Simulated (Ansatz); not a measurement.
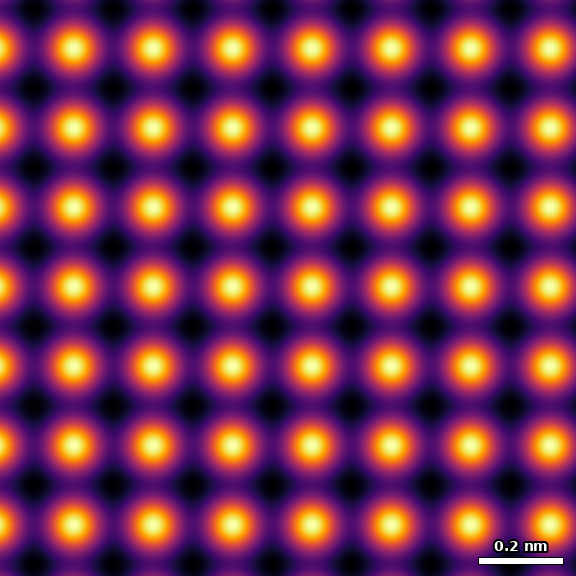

Integrated-DPC-like image of Co (Im-3m, No. 229). Simulated as the projected potential of neutral atoms (B = 0.5 Å²) blurred by a 0.83 Å probe, the thin-sample limit of integrated differential phase contrast. The display is stretched by a gamma of 0.8; percentages refer to the linear signal. Atomic positions: the input geometry of a calculation; the starting structure was generated, so it need not be a known form of this composition.

```
Co
1.0
     2.73024    0.00000    0.00000
     0.00000    2.73024    0.00000
     0.00000    0.00000    2.73024
Co
2
Direct
  0.00000 0.00000 0.00000
  0.50000 0.50000 0.50000
```

Along which zone axis is the crystal seen: [210], [211], [001] or [110]? (Directions equivalent by symmetry count as one.)

[001]. The projected cells are 1.22 × 1.50 Å, 114° for [210]; 0.79 × 1.93 Å, 90° for [211]; 1.93 × 1.93 Å, 90° for [001]; 1.37 × 1.93 Å, 90° for [110], and the image repeats as the [001] one does.
